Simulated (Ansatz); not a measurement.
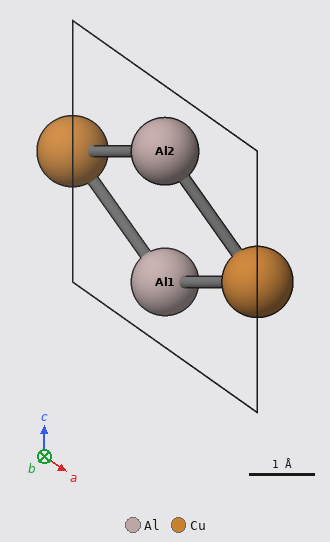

Figure 1. The input geometry (ball-and-stick view of the reduced cell, along the b axis; atoms are numbered from 1 in the order of the input). An atom can appear more than once, as a periodic image.

## Single-point calculation, with input and output: Al₂Cu

Al₂Cu (Fm-3m, 3 atoms in the cell), computed with DFT r2SCAN, scalar-relativistic, plane waves, PAW, no spin polarisation (Ansatz 0.2.0).

The structure derives from a Materials Project entry. It belongs to a series of runs on one base structure; here: bulk in the cell of the (1 0 0) plane. Figures and captions count atoms from 1; the log counts them from 0 in places.

### Log
```
Warning: 32 symmetry operations that the atoms keep within the bar at which the run's group was sought (crystal.symmetry.tolerance 1.0e-5, or twice it) were not taken beside the 16 unitary ones that the detection took (of a slab, those that keep its plane). If the more symmetric cell is meant, write the vectors of crystal.lattice to more decimals, or, with the positions in fractional coordinates, give it by lengths and angles (which lays the cell in the standard orientation, to which the deck's other Cartesian keys then refer), with the lengths that are meant to be equal typed equal, the angles likewise, and each angle that the symmetry fixes typed at its exact value (of a frozen-density pass: in the run whose state it reads). The detection then takes those 32 too, where the atoms keep them as a group. The lattice (crystal.lattice as typed, or as saved on a frozen-density pass laid at its state's geometry) misses each of them by more than the tolerance, the farthest off changing a squared length by the fraction 9.0e-5. The run does not impose them: its cell is that one, or, where this deck is also told that its lattice was moved onto its group, that cell laid onto the operations that were taken. If the cell is strained on purpose, what lies past the tolerance is rightly left out.
Warning: crystal.symmetry: narrowed to the stabiliser of the k-point mesh — unitary ops 16 → 2; excluded 14 operations that carry a point of the 9×6×17 mesh (shift [0, 0, 0]) off the mesh (the run samples exactly the mesh kpoints.mp_grid names, as under crystal.symmetry.detect: false, and its converged state has the mesh's symmetry, not the crystal's; ε∞, the Born charges and the force constants of a linear response (`dielectric:` by the response, `phonons.method: dfpt`) are averaged over those of the crystal's operations that the state keeps within a tolerance, where `mesh_tensors`, `unaveraged_element` or `gamma_mean_max_change_ev_ang2` stands beside them; a row that `dielectric.field_direction` solves alone is averaged likewise, with nothing beside; a Γ-centred mesh of equal divisions is mapped onto itself by every operation and keeps the whole group, as does a half-shifted one under kpoints.further_shifts: images)
Engine: ansatz 0.2.0, x86_64-unknown-linux-gnu
Pseudopotentials: kind: paw
Pseudopotential: Al, paw, valence charge 3, recommended cutoff 500 eV (meta_gga), Al.paw.azcp
Pseudopotential: Cu, paw, valence charge 19, recommended cutoff 500 eV (meta_gga), Cu.paw.azcp
Functional definition: r2SCAN
  parameter k0 = 0.174
  parameter k1 = 0.065
  parameter a1 = 4.9479
  exchange = r2scan_x(k0 = k0, k1 = k1, a1 = a1)
  correlation = r2scan_c
Crystal: 3 atoms, lattice volume = 47.135 Å³
Basis set: ecut = 500 eV, 1243 PW (Γ), exchange–correlation on 120×180×120 points (64 copies of the dense FFT grid, shifted against one another)
Bands: 17, of which v1, the nominal top of the filled ones, is band 13 counted from 1 (12 counted from 0)
Symmetry: 2 space group operations
k-points: 460 of 918
Non-local potential: Al, projectors of the file, l = 0: 2, l = 1: 2, l = 2: 1
Non-local potential: Cu, projectors of the file, l = 0: 3, l = 1: 2, l = 2: 3, l = 3: 1
PAW form: soft (Blöchl's): semilocal exchange-correlation on the pseudo side does not see the compensation charge
PAW frozen core: Al, regenerated for the run's functional (the file was generated under x = pbe(κ = 0.804, μ = 0.2195149727645171), c = pbe(β = 0.06672455060314922))
PAW frozen core: Cu, regenerated for the run's functional (the file was generated under x = pbe(κ = 0.804, μ = 0.2195149727645171), c = pbe(β = 0.06672455060314922))
PAW one-centre angular grid: Al, 302 points (default); XC on 160 Gauss nodes
PAW one-centre angular grid: Cu, 590 points (default); XC on 160 Gauss nodes
Initial density: superposition of atomic densities (neutral atoms: chi_scale 0, normalization atom), corrected by the library's trained network
Initial wavefunctions: pseudopotential atomic-orbital guess
Functional: x = r2scan, c = r2scan; τ floored in thin density (d = 2e-4 eV/Å³)
SCF iter   1: F=—  HF=-7712.692322 eV  |F-HF|=—  |Δ(HF+E_count)|=         —  Δρ=2.29e-2  dr2=1.79e-1  dr2_τ=1.13e-2  ethr=1.77e-3  ⟨swp⟩=5.2  Hψ=40111  notcnv=0
preconditioner: auto → Kerker (q_TF=auto, 2.455 Å⁻¹)  [metal: Δε(μ)=0.009 eV  Ē_g=9.145 eV  σ=0.100 eV  W_gap=0.05  n_scr=14 (ndim 8)  ℏωp=22.3 eV  f_vac=0.001  D(μ)=0.80/eV (n_scr^D=0)]
SCF iter   2: F=—  HF=-7712.722273 eV  |F-HF|=—  |Δ(HF+E_count)|=   3.00e-2  Δρ=1.85e-2  dr2=8.13e-2  dr2_τ=8.96e-4  ethr=7.14e-4  ⟨swp⟩=2.0  Hψ=16732  notcnv=0  defer=129
SCF iter   3: F=—  HF=-7712.697262 eV  |F-HF|=—  |Δ(HF+E_count)|=   2.50e-2  Δρ=4.41e-3  dr2=1.19e-2  dr2_τ=2.83e-5  ethr=3.25e-4  ⟨swp⟩=2.0  Hψ=12959  notcnv=0  defer=129
SCF iter   4: F=—  HF=-7712.694253 eV  |F-HF|=—  |Δ(HF+E_count)|=   3.01e-3  Δρ=1.42e-3  dr2=5.96e-4  dr2_τ=8.53e-6  ethr=4.76e-5  ⟨swp⟩=1.0  Hψ=11503  notcnv=0  defer=126
SCF iter   5: F=—  HF=-7712.694371 eV  |F-HF|=—  |Δ(HF+E_count)|=   1.18e-4  Δρ=5.53e-4  dr2=1.68e-4  dr2_τ=8.25e-7  ethr=2.38e-6  ⟨swp⟩=2.0  Hψ=10306  notcnv=0  defer=126
SCF iter   6: F=—  HF=-7712.694353 eV  |F-HF|=—  |Δ(HF+E_count)|=   1.85e-5  Δρ=2.46e-4  dr2=3.46e-5  dr2_τ=1.02e-7  ethr=6.72e-7  ⟨swp⟩=2.0  Hψ=11663  notcnv=0  defer=126
SCF iter   7: F=—  HF=-7712.694350 eV  |F-HF|=—  |Δ(HF+E_count)|=   3.15e-6  Δρ=7.67e-5  dr2=3.60e-6  dr2_τ=1.02e-8  ethr=1.38e-7  ⟨swp⟩=1.0  Hψ=7760  notcnv=0  defer=126
SCF iter   8: F=—  HF=-7712.694350 eV  |F-HF|=—  |Δ(HF+E_count)|=   1.51e-7  Δρ=1.51e-5  dr2=1.81e-7  dr2_τ=7.14e-10  ethr=1.44e-8  ⟨swp⟩=2.1  Hψ=11216  notcnv=0  defer=126
SCF iter   9: F=-7712.694350 eV  HF=-7712.694350 eV  |F-HF|=2.41e-9  |Δ(HF+E_count)|=   2.56e-8  Δρ=2.88e-6  dr2=5.32e-9  dr2_τ=4.26e-11  ethr=4.00e-10  ⟨swp⟩=5.0  Hψ=27128  notcnv=0
SCF 1 converged in 9 iterations: F = -7712.694350 eV  dr2 = 5.32e-9
  greatest PAW one-centre occupation: 1.000 electrons in one spin orbital (limit 2), on the Cu atom at site 2 (counted from 0), in its partial waves of l = 0
```

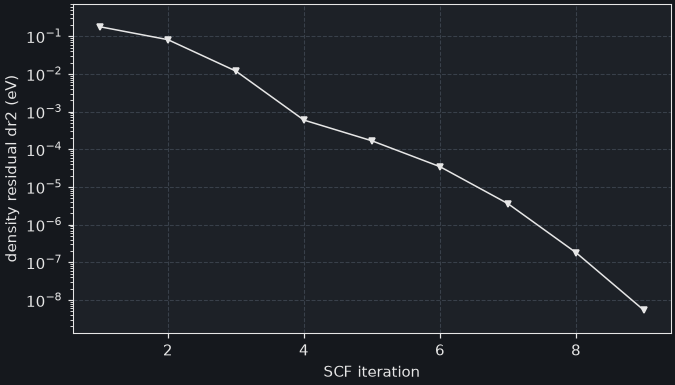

Figure 2. Convergence of the self-consistent field: density residual dr2 against the SCF iteration. The residual falls at every step.

```
SCF converged after 9 iterations
Free energy (F): -7712.694350 eV
Harris-Foulkes:  -7712.694350 eV  (|F-HF|=2.41e-9)
Internal energy: -7712.690365 eV  (E = F + TS)
E sigma→0 (E₀):  -7712.692357 eV
Entropy (-TS):   -0.003985 eV (-1.328 meV/atom)
Fermi energy:    9.298619 eV
--- Per-component energies (eV) ---
  E_band       = -517.895386
  E_kinetic    = 346.477042
  E_local      = -5896.316266  (includes V_loc(G=0)·N_el)
  E_nonlocal   = 404.485228
  E_hartree    = 2643.972535
  E_xc         = -158.843297
  E_vxc        = -190.050487  (∫ρ·V_xc dr)
  E_paw        = -2616.021217  (= ΣΔE_a)
  E_vpaw       = -482.574084  (= ΣTr[D̂ρ^β])
  E_aug_tail   = 0.000146  (compensation charges beyond the density's cutoff)
  E_vtau       = 12.144163  (kinetic-family band-sum trace: ∫τ·v_τ [+ j·A + Jᵃ·Aᵃ] dr)
  E_ewald      = -2436.023211
  E_core_change = -0.421324  (= ΣΔE_core)
  E_smearing   = -0.003985  (= −TS)
  E_closure    = 0.000000  (closes the sum)
  Σ components = -7712.694350   (vs F -7712.694350, Δ=0.00e0)
--- Forces (eV/Å), atoms counted from 1 ---
  atom   1  Al    -0.00497522     0.00246653    -0.01271467
  atom   2  Al     0.00497522    -0.00246653     0.01271467
  atom   3  Cu     0.00000000     0.00000000     0.00000000
  max |Σ_I F_I| component: 0.00e0 eV/Å
--- Stress (GPa, compression-positive) ---
        0.049805       0.280415       0.162675
        0.280415      -0.590160      -0.159935
        0.162675      -0.159935       0.581439
  P = ⅓ Tr σ = 0.0137 GPa (0.137 kbar)
--- Band table (eV; the first three rows and the last of 460) ---
  k-point 0: bands = ["-108.4364", "-64.2288", "-64.2250", "-64.2218", "-1.4953", "4.6023", "4.6035", "4.6061", "5.1780", "5.1812", "12.3330", "12.3348", "12.3357", "12.4696", "12.4709", "12.4715", "14.4542"]
  k-point 1: bands = ["-108.4364", "-64.2288", "-64.2250", "-64.2218", "-1.3637", "4.5625", "4.6234", "4.6255", "5.1669", "5.1816", "10.7721", "10.7785", "12.3084", "12.5519", "13.4762", "13.6925", "15.3430"]
  k-point 2: bands = ["-108.4364", "-64.2288", "-64.2250", "-64.2218", "-0.9712", "4.4429", "4.6615", "4.6883", "5.1318", "5.1983", "9.1319", "9.2193", "11.9406", "12.8024", "14.0864", "14.1065", "14.5829"]
  k-point 459: bands = ["-108.4364", "-64.2289", "-64.2251", "-64.2219", "1.8742", "3.9893", "4.2200", "5.0840", "5.1325", "5.2940", "5.5909", "6.8577", "7.3351", "10.6575", "11.9005", "17.1850", "19.4652"]
```

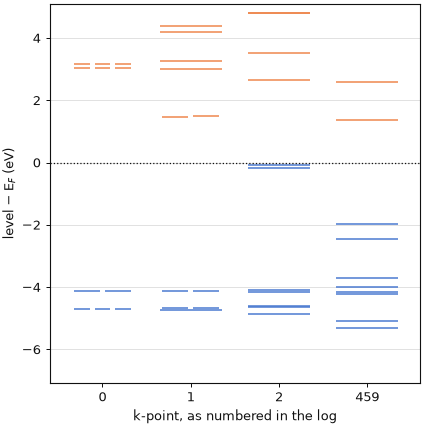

Figure 3. Kohn–Sham levels near the Fermi level (dotted) at the few k-points that the log prints; levels within 0.02 eV of each other stand side by side. The system is metallic on the full mesh.

The run was set up as follows.

### The input
```yaml
crystal:
  lattice:
    - [4.0547150336, 0.0, 0.0]
    - [0.0, 5.7339750267, 0.0]
    - [2.0273575168, 2.8669875134, 2.0273575168]
  atoms:
    - { symbol: Al, position: [0.5, 0.75, 0.0] }
    - { symbol: Al, position: [0.5, 0.25, 0.0] }
    - { symbol: Cu, position: [0.0, 0.5, 0.0] }
basis:
  ecutwfc: 500
kpoints:
  mp_grid: { grid: [9, 6, 17] }
hamiltonian:
  xc: r2scan
scf:
  occupations: { method: gaussian, width: 0.1 }
output:
  forces: true
  stress: true
  eigenvalues: true
```

Command:
```bash
ansatz run input.yaml --threads 2 --pin off --max-ram 5120MiB --backend cpu --events-out ev --progress --plain --runs-dir out
```

### Key numbers

| quantity | value |
| --- | --- |
| outcome | converged |
| space group (tolerance 0.01 Å) | Fm-3m (225) |
| electrons treated | 25 |
| free energy | −7712.6943 eV |
| Fermi energy | 9.299 eV |
| gap on the k-point mesh | none (metallic) |
| pressure | 0.01 GPa |
| largest force (length of the vector) | 0.014 eV/Å |
| hardware | 2 threads of Intel Xeon @ 2.90GHz (Ice Lake), 192 GiB of memory available, shared host |
| wall time | 27 s (CPU time 50 s) |
| peak memory | 0.86 GiB |

### Remarks

The program warns: near-symmetries of the structure were not used; the k-point mesh lowers the symmetry that the run can use.
